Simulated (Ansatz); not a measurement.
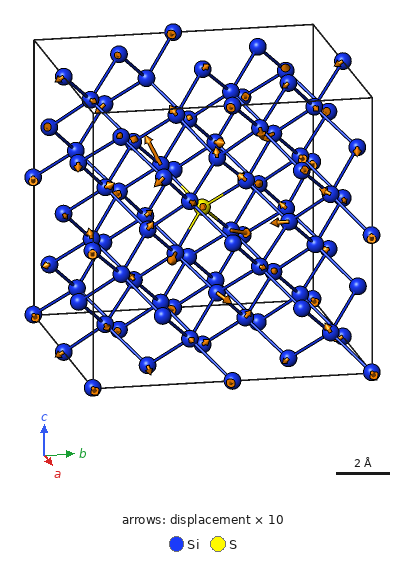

This is a relaxation of a defect cell of composition Si63S. The starting structure is drawn; orange arrows show the displacements, 10 times their true length.

The picture is a ball-and-stick view of the cell of the calculation, seen slightly off an axis.

Level of theory: Ansatz 0.2.0, DFT, PBEsol, PAW, plane waves. Settings: plane-wave cutoff 420 eV; k-point mesh 1 × 1 × 1; mesh shifted by (0.25, 0.25, 0.25); no spin polarisation; atoms relaxed in a fixed cell; force threshold 0.03 eV/Å; at most 80 steps.

Q: Describe the change and its energy.

A: The largest move is that of a Si atom, 0.13 Å roughly along [−1 −2 3]. By element the largest moves are Si 0.13 Å, S 0.03 Å. The cell doesn't change. Some distances before and after: S–Si 2.349 → 2.465 Å, Si–Si 2.289 → 2.376 Å, S–Si 2.383 → 2.466 Å, Si–Si 2.396 → 2.314 Å. Bond angles that change, for instance: Si–Si–S 109.5° → 104.2°, Si–Si–S 109.3° → 104.2°, Si–Si–Si 110.9° → 106.5°. Over 4 geometry steps the energy falls by 0.757 eV per cell of the calculation. Largest force component: 1.3 eV/Å at the start, 0.0078 eV/Å at the end. Cost: 41 s on 7 threads of Arm Neoverse-V2, peak memory 1.8 GiB.
